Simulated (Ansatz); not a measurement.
Al24N25 (charge −2): geometry relaxation (part 3 of 4)

The same run, continued: Al24N25 (defect cell, 49 atoms in the cell, total charge −2); DFT PBE, scalar-relativistic, plane waves, PAW, spin-polarised (Ansatz 0.2.0); cutoff 420 eV, 2×2×2 k-mesh, Gaussian smearing of 0.01 eV, collinear spins. The structure derives from a Materials Project entry. It belongs to a series of runs on one base structure; here: N interstitial, charge -2, atoms relaxed at the host's cell.

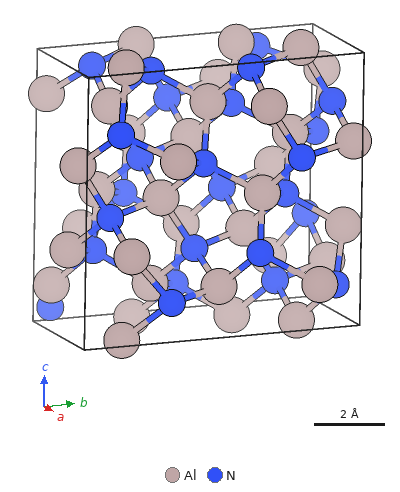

The geometry at step 3 of the log (ball-and-stick view of the cell of the calculation, seen slightly off an axis).

## Output, continued
```
  k-point 3 ↓: bands = ["-7.3464", "-7.2062", "-7.1601", "-7.0438", "-7.0438", "-7.0362", "-6.8983", "-6.8983", "-5.8212", "-5.7948", "-5.7948", "-5.7821", "-5.7821", "-5.7358", "-5.7173", "-5.6446", "-5.6446", "-5.5861", "-5.5861", "-5.3279", "-5.3279", "-5.3126", "-5.2845", "-5.2845", "-3.9094", "1.3631", "1.3631", "1.3975", "1.5452", "1.5452", "1.6786", "2.1443", "2.1443", "2.2559", "2.3577", "2.3577", "2.3793", "2.4997", "2.7445", "2.7445", "2.9833", "2.9833", "3.1290", "3.5034", "3.6064", "3.6064", "3.6595", "3.7250", "3.7250", "3.8065", "3.8402", "3.8402", "3.8739", "4.0664", "4.1435", "4.1435", "4.2858", "4.3509", "4.9008", "4.9008", "5.0157", "5.1171", "5.1171", "5.1722", "5.1722", "5.1808", "5.2746", "5.2746", "5.4108", "5.4210", "5.4210", "5.5726", "5.5994", "5.6680", "5.6680", "5.7367", "5.7367", "5.8329", "5.8515", "5.8515", "5.9615", "6.0618", "6.0618", "6.1564", "6.1876", "6.1876", "6.3763", "6.5091", "6.5091", "6.5144", "6.6095", "6.6095", "6.7598", "6.7598", "6.7883", "6.8153", "6.8153", "8.5870", "8.5870", "9.1696", "12.2621", "12.3464", "12.3718", "12.3718", "12.4833", "12.4833", "12.5258", "13.1551", "13.4932", "13.6013", "13.6013", "13.6063", "13.7088", "13.7088", "13.7369", "14.0632", "14.1569", "14.1569", "14.3948", "14.6240", "14.6240", "14.7116", "15.2594", "15.3432", "15.5168", "15.5168", "15.6549", "15.6549", "15.8169", "15.8169", "15.8832", "15.9388", "16.0280", "16.0280", "16.1670", "16.1670", "16.2502", "16.3018", "16.3018", "16.3675", "16.4266", "16.4266", "16.5998", "16.6390", "16.6390", "17.1730", "17.5617", "17.7652", "17.7652"]
--- Relaxed structure (6 steps of the walk, 6 accepted, 0 SCFs on fresh bases) ---
  F+E_penalty+E_count = -22541.09025863 eV   max|allowed force component| = 5.874e-3 eV/Å
  atoms:
    - { symbol: Al, position: [0.6676263748619098, 0.3328202281735996, 0.49234942657381103] }
    - { symbol: Al, position: [0.9974823140224515, 0.65897441928332, 0.8348294813070656] }
    - { symbol: Al, position: [0.3328202281735996, 0.49234942657381126, 0.6676263748619097] }
    - { symbol: Al, position: [0.8277229965128947, 0.5194631632999599, 0.1689488927889236] }
    - { symbol: Al, position: [0.1653412899091919, 0.3245885708340201, 1.0028326159233187] }
    - { symbol: Al, position: [0.4923494265738112, 0.6676263748619098, 0.33282022817359935] }
    - { symbol: Al, position: [0.8348294813070658, 0.9974823140224517, 0.65897441928332] }
    - { symbol: Al, position: [0.16894889278892367, 0.8277229965128946, 0.5194631632999598] }
    - { symbol: Al, position: [0.5194631632999598, 0.16894889278892378, 0.8277229965128947] }
    - { symbol: Al, position: [0.6589744192833202, 0.8348294813070659, 0.9974823140224514] }
    - { symbol: Al, position: [1.0028326159233187, 0.16534128990919184, 0.32458857083401993] }
    - { symbol: Al, position: [0.32458857083401993, 1.0028326159233187, 0.16534128990919178] }
    - { symbol: Al, position: [0.6698157594746124, 0.4979550952525482, 0.8313966312123324] }
    - { symbol: Al, position: [1.0053669862828716, 0.8521143678951715, 0.16428215008149605] }
    - { symbol: Al, position: [0.33107068183331634, 0.6601024622320266, 0.9984113127747578] }
    - { symbol: Al, position: [0.8313966312123326, 0.6698157594746125, 0.4979550952525481] }
    - { symbol: Al, position: [0.16162845288911853, 0.5017264994343824, 0.3292100798233401] }
    - { symbol: Al, position: [0.4979550952525481, 0.8313966312123324, 0.6698157594746121] }
    - { symbol: Al, position: [0.8521143678951715, 0.16428215008149605, 1.0053669862828714] }
    - { symbol: Al, position: [0.16428215008149627, 1.0053669862828718, 0.8521143678951717] }
    - { symbol: Al, position: [0.5017264994343824, 0.3292100798233404, 0.16162845288911842] }
    - { symbol: Al, position: [0.6601024622320264, 0.9984113127747576, 0.3310706818333163] }
    - { symbol: Al, position: [0.9984113127747575, 0.3310706818333162, 0.6601024622320262] }
    - { symbol: Al, position: [0.3292100798233403, 0.16162845288911853, 0.5017264994343822] }
    - { symbol: N, position: [0.7929019063987153, 0.4615325384015044, 0.6211949201005198] }
    - { symbol: N, position: [0.12852172345127277, 0.7747707156629027, 0.9548174830480491] }
    - { symbol: N, position: [0.4615325384015042, 0.6211949201005198, 0.792901906398715] }
    - { symbol: N, position: [0.9596847323636948, 0.6414215973964165, 0.2941084569933556] }
    - { symbol: N, position: [0.29583088855040807, 0.4573346501880501, 0.12790500151119535] }
    - { symbol: N, position: [0.6211949201005199, 0.7929019063987153, 0.46153253840150404] }
    - { symbol: N, position: [0.9548174830480494, 0.12852172345127283, 0.7747707156629027] }
    - { symbol: N, position: [0.2941084569933555, 0.9596847323636948, 0.6414215973964164] }
    - { symbol: N, position: [0.6414215973964165, 0.29410845699335564, 0.9596847323636943] }
    - { symbol: N, position: [0.7747707156629025, 0.9548174830480491, 0.1285217234512725] }
    - { symbol: N, position: [0.12790500151119535, 0.29583088855040796, 0.45733465018805] }
    - { symbol: N, position: [0.4573346501880502, 0.12790500151119547, 0.295830888550408] }
    - { symbol: N, position: [0.4650559268739426, 0.2913814724408708, 0.6228328593876575] }
    - { symbol: N, position: [0.7875921932961737, 0.6307435153193854, 0.9571703767542635] }
    - { symbol: N, position: [0.12520402372896744, 0.45162374476788847, 0.7926731155061278] }
    - { symbol: N, position: [0.6228328593876579, 0.4650559268739427, 0.2913814724408708] }
    - { symbol: N, position: [0.956556716208524, 0.3255260553849294, 0.13904769517484872] }
    - { symbol: N, position: [0.2913814724408708, 0.6228328593876578, 0.4650559268739424] }
    - { symbol: N, position: [0.6307435153193856, 0.9571703767542636, 0.7875921932961736] }
    - { symbol: N, position: [0.9571703767542636, 0.7875921932961737, 0.6307435153193854] }
    - { symbol: N, position: [0.32552605538492935, 0.13904769517484894, 0.9565567162085238] }
    - { symbol: N, position: [0.45162374476788847, 0.7926731155061281, 0.12520402372896733] }
    - { symbol: N, position: [0.792673115506128, 0.1252040237289675, 0.45162374476788836] }
    - { symbol: N, position: [0.13904769517484883, 0.9565567162085241, 0.3255260553849292] }
    - { symbol: N, position: [0.057951882713893864, 0.057951882713893864, 0.05795188271389386] }
--- Löwdin populations: 49 sites ---
  site symbol       q [e]    m [muB]
     0     Al      1.9345     0.0000
     1     Al      1.9315     0.0001
     2     Al      1.9345     0.0000
     3     Al      1.9308     0.0055
     4     Al      1.9367    -0.0066
     5     Al      1.9345     0.0000
     6     Al      1.9315     0.0001
     7     Al      1.9308     0.0055
     8     Al      1.9308     0.0055
     9     Al      1.9315     0.0001
    10     Al      1.9367    -0.0066
    11     Al      1.9367    -0.0066
    12     Al      1.9358    -0.0000
    13     Al      1.9428    -0.0082
    14     Al      1.9437     0.0017
    15     Al      1.9358    -0.0000
    16     Al      1.9258    -0.0004
    17     Al      1.9358    -0.0000
    18     Al      1.9428    -0.0082
    19     Al      1.9428    -0.0082
    20     Al      1.9258    -0.0004
    21     Al      1.9437     0.0017
    22     Al      1.9437     0.0017
    23     Al      1.9258    -0.0004
    24      N      6.0435     0.0012
    25      N      6.0323     0.0480
    26      N      6.0435     0.0012
    27      N      6.0389     0.0029
    28      N      6.0475     0.0013
    29      N      6.0435     0.0012
    30      N      6.0323     0.0480
    31      N      6.0389     0.0029
    32      N      6.0389     0.0029
    33      N      6.0323     0.0480
    34      N      6.0475     0.0013
    35      N      6.0475     0.0013
    36      N      6.0444     0.0026
    37      N      6.0560     0.0028
    38      N      6.0379     0.0031
    39      N      6.0444     0.0026
    40      N      6.0208     0.0749
    41      N      6.0444     0.0026
    42      N      6.0560     0.0028
    43      N      6.0560     0.0028
    44      N      6.0208     0.0749
    45      N      6.0379     0.0031
    46      N      6.0379     0.0031
    47      N      6.0208     0.0749
    48      N      5.8966     0.6034
  spilling = 0.008518 (of n_electrons = 199.000000)
```

## File populations.tsv
```
# site	symbol	l	j	q_up	q_dn
# orbitals = lowdin
# n_electrons = 199.000000
# spilling = 0.008518
0	Al	0_3S	-	0.286209	0.286159
0	Al	1_3P	-	0.681033	0.681083
1	Al	0_3S	-	0.281614	0.281684
1	Al	1_3P	-	0.684182	0.683973
2	Al	0_3S	-	0.286209	0.286159
2	Al	1_3P	-	0.681033	0.681083
3	Al	0_3S	-	0.283196	0.281847
3	Al	1_3P	-	0.684943	0.680825
4	Al	0_3S	-	0.281291	0.283365
4	Al	1_3P	-	0.683729	0.688270
5	Al	0_3S	-	0.286209	0.286159
5	Al	1_3P	-	0.681033	0.681083
6	Al	0_3S	-	0.281614	0.281684
6	Al	1_3P	-	0.684182	0.683973
7	Al	0_3S	-	0.283196	0.281847
7	Al	1_3P	-	0.684943	0.680825
8	Al	0_3S	-	0.283196	0.281847
8	Al	1_3P	-	0.684943	0.680825
9	Al	0_3S	-	0.281614	0.281684
9	Al	1_3P	-	0.684182	0.683973
10	Al	0_3S	-	0.281291	0.283365
10	Al	1_3P	-	0.683729	0.688270
11	Al	0_3S	-	0.281291	0.283365
11	Al	1_3P	-	0.683729	0.688270
12	Al	0_3S	-	0.284211	0.284226
12	Al	1_3P	-	0.683668	0.683655
13	Al	0_3S	-	0.271926	0.274440
13	Al	1_3P	-	0.695369	0.701083
14	Al	0_3S	-	0.281649	0.281565
14	Al	1_3P	-	0.691040	0.689438
15	Al	0_3S	-	0.284211	0.284226
15	Al	1_3P	-	0.683668	0.683655
16	Al	0_3S	-	0.286825	0.286841
16	Al	1_3P	-	0.675863	0.676221
17	Al	0_3S	-	0.284211	0.284226
17	Al	1_3P	-	0.683668	0.683655
18	Al	0_3S	-	0.271926	0.274440
18	Al	1_3P	-	0.695369	0.701083
19	Al	0_3S	-	0.271926	0.274440
19	Al	1_3P	-	0.695369	0.701083
20	Al	0_3S	-	0.286825	0.286841
20	Al	1_3P	-	0.675863	0.676221
21	Al	0_3S	-	0.281649	0.281565
21	Al	1_3P	-	0.691040	0.689438
22	Al	0_3S	-	0.281649	0.281565
22	Al	1_3P	-	0.691040	0.689438
23	Al	0_3S	-	0.286825	0.286841
23	Al	1_3P	-	0.675863	0.676221
24	N	0_2S	-	0.704800	0.704693
24	N	1_2P	-	2.317585	2.316460
25	N	0_2S	-	0.711992	0.708334
25	N	1_2P	-	2.328179	2.283799
26	N	0_2S	-	0.704800	0.704693
26	N	1_2P	-	2.317585	2.316460
27	N	0_2S	-	0.706590	0.706595
27	N	1_2P	-	2.314295	2.311429
28	N	0_2S	-	0.704611	0.704542
28	N	1_2P	-	2.319786	2.318518
29	N	0_2S	-	0.704800	0.704693
29	N	1_2P	-	2.317585	2.316460
30	N	0_2S	-	0.711992	0.708334
30	N	1_2P	-	2.328179	2.283799
31	N	0_2S	-	0.706590	0.706595
31	N	1_2P	-	2.314295	2.311429
32	N	0_2S	-	0.706590	0.706595
32	N	1_2P	-	2.314295	2.311429
33	N	0_2S	-	0.711992	0.708334
33	N	1_2P	-	2.328179	2.283799
34	N	0_2S	-	0.704611	0.704542
34	N	1_2P	-	2.319786	2.318518
35	N	0_2S	-	0.704611	0.704542
35	N	1_2P	-	2.319786	2.318518
36	N	0_2S	-	0.704362	0.704187
36	N	1_2P	-	2.319104	2.316724
37	N	0_2S	-	0.700931	0.700768
37	N	1_2P	-	2.328475	2.325838
38	N	0_2S	-	0.706136	0.705885
38	N	1_2P	-	2.314353	2.311543
39	N	0_2S	-	0.704362	0.704187
39	N	1_2P	-	2.319104	2.316724
40	N	0_2S	-	0.721248	0.715184
40	N	1_2P	-	2.326604	2.257805
41	N	0_2S	-	0.704362	0.704187
41	N	1_2P	-	2.319104	2.316724
42	N	0_2S	-	0.700931	0.700768
42	N	1_2P	-	2.328475	2.325838
43	N	0_2S	-	0.700931	0.700768
43	N	1_2P	-	2.328475	2.325838
44	N	0_2S	-	0.721248	0.715184
44	N	1_2P	-	2.326604	2.257805
45	N	0_2S	-	0.706136	0.705885
45	N	1_2P	-	2.314353	2.311543
46	N	0_2S	-	0.706136	0.705885
46	N	1_2P	-	2.314353	2.311543
47	N	0_2S	-	0.721248	0.715184
47	N	1_2P	-	2.326604	2.257805
48	N	0_2S	-	0.769081	0.750942
48	N	1_2P	-	2.480933	1.895655
```

## Trajectory as extended XYZ (Å, eV, eV/Å), 4 of the 6 frames kept, from step=1 to step=6
```
49
Lattice="3.1302 -5.4217 5.0180 3.1302 5.4217 5.0180 -6.2604 0.0000 5.0180" Properties=species:S:1:pos:R:3:forces:R:3 step=1 energy=-22540.63859
Al    0.0267   -1.8126    7.5108    0.0057  -0.1625  -0.0275
Al   -0.0190   -1.8271   12.4869   -0.0280  -0.1328   0.4962
Al   -1.5831    0.8831    7.5108   -0.1436   0.0763  -0.0275
Al    3.1554   -1.7272    7.5854    0.0901  -0.4767   0.0334
Al   -4.7010    0.8909    7.5540   -0.5656  -0.2927  -0.6039
Al    1.5564    0.9294    7.5108    0.1378   0.0862  -0.0275
Al    1.5918    0.8970   12.4869    0.1291   0.0421   0.4962
Al   -0.0819    3.5962    7.5854    0.3678   0.3164   0.0334
Al   -3.0735   -1.8690    7.5854   -0.4579   0.1604   0.0334
Al   -1.5728    0.9300   12.4869   -0.1010   0.0907   0.4962
Al    1.5789   -4.5167    7.5540    0.5363  -0.3435  -0.6039
Al    3.1221    3.6257    7.5540    0.0294   0.6362  -0.6039
Al   -1.5549   -0.9259   10.0251   -0.0945  -0.1032   0.0567
Al    4.7483   -0.8621   10.1028    1.1902   0.6954   0.3133
Al   -3.1381    1.7840   10.0080   -0.0858   0.4770  -0.2035
Al    1.5793   -0.8837   10.0251    0.1366  -0.0302   0.0567
Al    0.0155    1.8311    5.0156    0.0362   0.0528  -0.2164
Al   -0.0244    1.8095   10.0251   -0.0421   0.1334   0.0567
Al   -3.1208   -3.6811   10.1028    0.0071  -1.3785   0.3133
Al   -1.6275    4.5432   10.1028   -1.1973   0.6831   0.3133
Al    1.5780   -0.9290    5.0156    0.0276  -0.0577  -0.2164
Al    3.1140    1.8257   10.0080    0.4560  -0.1642  -0.2035
Al    0.0241   -3.6097   10.0080   -0.3702  -0.3128  -0.2035
Al   -1.5936   -0.9021    5.0156   -0.0638   0.0050  -0.2164
N     0.0284   -1.7981    9.4256    0.0749   0.1732  -0.0162
N    -3.1400    3.4953    9.3117    0.0147  -0.9876  -0.5459
N    -1.5714    0.8745    9.4256    0.1126  -0.1515  -0.0162
N     3.1605   -1.7612    9.4911   -0.2118   0.0644   0.1092
N     1.5615    0.8789    4.4514   -0.0204  -0.1170   0.2021
N     1.5430    0.9236    9.4256   -0.1875  -0.0218  -0.0162
N    -1.4570   -4.4670    9.3117    0.8480   0.5065  -0.5459
N    -0.0551    3.6177    9.4911    0.0501  -0.2156   0.1092
N    -3.1055   -1.8565    9.4911    0.1617   0.1512   0.1092
N     4.5970    0.9717    9.3117   -0.8627   0.4811  -0.5459
N    -1.5419    0.9128    4.4514    0.1115   0.0409   0.2021
N    -0.0195   -1.7917    4.4514   -0.0911   0.0762   0.2021
N    -1.5521   -0.9268    6.9409    0.1659   0.0144   0.0205
N    -1.5595   -0.8799   11.9179    0.0217   0.1122  -0.1919
N    -3.1468    1.7749    6.8905    0.2039  -0.0152  -0.1609
N     1.5787   -0.8808    6.9409   -0.0954   0.1365   0.0205
N     3.1399   -3.5157    7.0958   -0.0092   1.1548   0.5919
N    -0.0266    1.8076    6.9409   -0.0705  -0.1509   0.0205
N     0.0177    1.7905   11.9179    0.0863  -0.0749  -0.1919
N     1.5417   -0.9106   11.9179   -0.1080  -0.0373  -0.1919
N    -4.6147   -0.9613    7.0958    1.0047  -0.5694   0.5919
N     3.1105    1.8378    6.8905   -0.1151  -0.1690  -0.1609
N     0.0363   -3.6127    6.8905   -0.0888   0.1842  -0.1609
N     1.4748    4.4771    7.0958   -0.9954  -0.5854   0.5919
N     0.0000    0.0000    0.6686    0.0000   0.0000   0.4291
49
Lattice="3.1302 -5.4217 5.0180 3.1302 5.4217 5.0180 -6.2604 0.0000 5.0180" Properties=species:S:1:pos:R:3:forces:R:3 step=3 energy=-22541.05634
Al    0.0449   -1.8175    7.4965    0.0088   0.0470  -0.0259
Al   -0.0353   -1.8385   12.4969   -0.0030   0.0129  -0.0535
Al   -1.5964    0.8699    7.4965    0.0363  -0.0311  -0.0259
Al    3.1642   -1.6865    7.6071   -0.0200  -0.0601  -0.0266
Al   -4.7323    0.8692    7.5152   -0.0533  -0.0392  -0.0991
Al    1.5515    0.9476    7.4965   -0.0451  -0.0158  -0.0259
Al    1.6098    0.8887   12.4969   -0.0097  -0.0091  -0.0535
Al   -0.1216    3.5835    7.6071    0.0620   0.0127  -0.0266
Al   -3.0426   -1.8970    7.6071   -0.0420   0.0474  -0.0266
Al   -1.5746    0.9498   12.4969    0.0127  -0.0038  -0.0535
Al    1.6134   -4.5329    7.5152    0.0606  -0.0265  -0.0991
Al    3.1189    3.6637    7.5152   -0.0073   0.0657  -0.0991
Al   -1.5480   -0.9364   10.0292   -0.0347  -0.0010   0.0123
Al    4.7866   -0.8315   10.1373   -0.0797  -0.0468  -0.1390
Al   -3.1458    1.7803    9.9882   -0.0145  -0.0686  -0.0002
Al    1.5849   -0.8724   10.0292    0.0183  -0.0296   0.0123
Al    0.0213    1.8448    4.9911   -0.0113  -0.0164  -0.0182
Al   -0.0370    1.8088   10.0292    0.0165   0.0306   0.0123
Al   -3.1134   -3.7295   10.1373   -0.0007   0.0924  -0.1390
Al   -1.6732    4.5611   10.1373    0.0804  -0.0456  -0.1390
Al    1.5870   -0.9408    4.9911   -0.0086   0.0180  -0.0182
Al    3.1147    1.8342    9.9882   -0.0522   0.0469  -0.0002
Al    0.0311   -3.6145    9.9882    0.0667   0.0217  -0.0002
Al   -1.6083   -0.9040    4.9911    0.0199  -0.0016  -0.0182
N     0.0421   -1.7937    9.4149   -0.0060  -0.0127  -0.0038
N    -3.1473    3.4768    9.3070   -0.0020   0.1919   0.0927
N    -1.5745    0.8604    9.4149   -0.0079   0.0115  -0.0038
N     3.1764   -1.7283    9.5119   -0.0697  -0.0141  -0.0291
N     1.5586    0.8692    4.4312    0.0047   0.0144   0.0678
N     1.5323    0.9333    9.4149    0.0140   0.0011  -0.0038
N    -1.4373   -4.4641    9.3070   -0.1652  -0.0977   0.0927
N    -0.0914    3.6150    9.5119    0.0471  -0.0533  -0.0291
N    -3.0850   -1.8867    9.5119    0.0226   0.0674  -0.0291
N     4.5846    0.9873    9.3070    0.1672  -0.0942   0.0927
N    -1.5320    0.9152    4.4312   -0.0149  -0.0031   0.0678
N    -0.0265   -1.7844    4.4312    0.0101  -0.0113   0.0678
N    -1.5377   -0.9403    6.9269   -0.0046   0.0042   0.0462
N    -1.5526   -0.8572   11.9167    0.0019  -0.0101   0.0180
N    -3.1566    1.7647    6.8719    0.0303   0.0354   0.0029
N     1.5831   -0.8615    6.9269   -0.0014  -0.0061   0.0462
N     3.1442   -3.4481    7.1323    0.0044   0.0822   0.0100
N    -0.0455    1.8018    6.9269    0.0059   0.0019   0.0462
N     0.0340    1.7732   11.9167   -0.0097   0.0034   0.0180
N     1.5187   -0.9160   11.9167    0.0078   0.0067   0.0180
N    -4.5582   -0.9989    7.1323    0.0690  -0.0449   0.0100
N     3.1066    1.8513    6.8719    0.0155  -0.0439   0.0029
N     0.0500   -3.6160    6.8719   -0.0458   0.0085   0.0029
N     1.4141    4.4470    7.1323   -0.0734  -0.0373   0.0100
N     0.0000    0.0000    0.7868    0.0000   0.0000   0.4377
```
